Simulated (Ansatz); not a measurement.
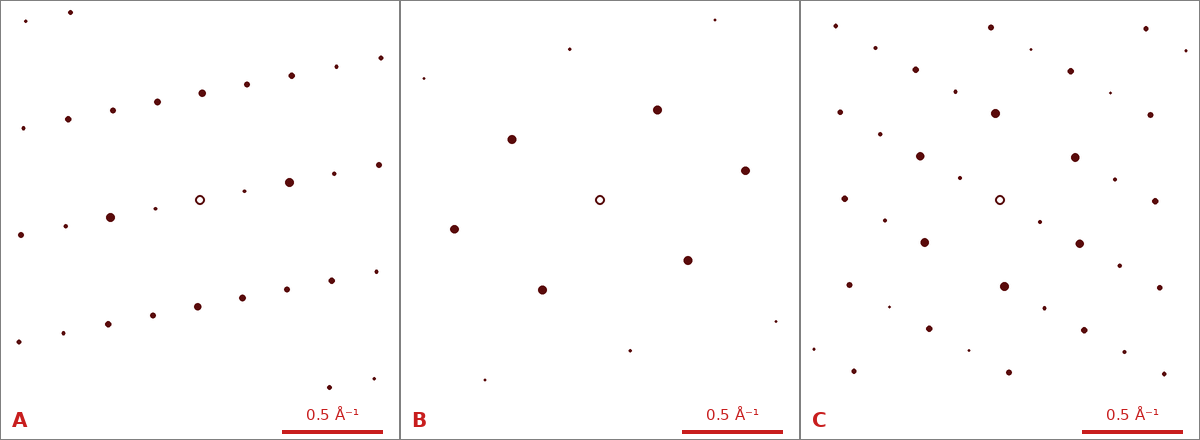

Computed electron diffraction patterns, 120 kV, single scattering only, B = 0.5 Å².

All three come from Pd, space group Cmcm (No. 63), a = 2.69 Å, b = 8.78 Å, c = 2.72 Å. Structure: the end point of a relaxation with Ansatz, DFT, PBE, plane waves (420 eV) with PAW, scalar-relativistic; the starting structure was generated, so it need not be a known form of this composition.

Assign the zone axes [011], [100], [101] to A, B and C.

A is [101]: centred rectangular net of 0 2 0 at d = 4.39 Å and 1 1 -1 at d = 1.87 Å, at 77.7°. B is [011]: centred rectangular net of -1 -1 1 at d = 1.87 Å and 1 -1 1 at d = 1.87 Å, at 88.0°. C is [100]: rectangular net of 0 2 0 (weak) at d = 4.39 Å and 0 0 1 (itself extinct) at d = 2.72 Å, at 90.0°.
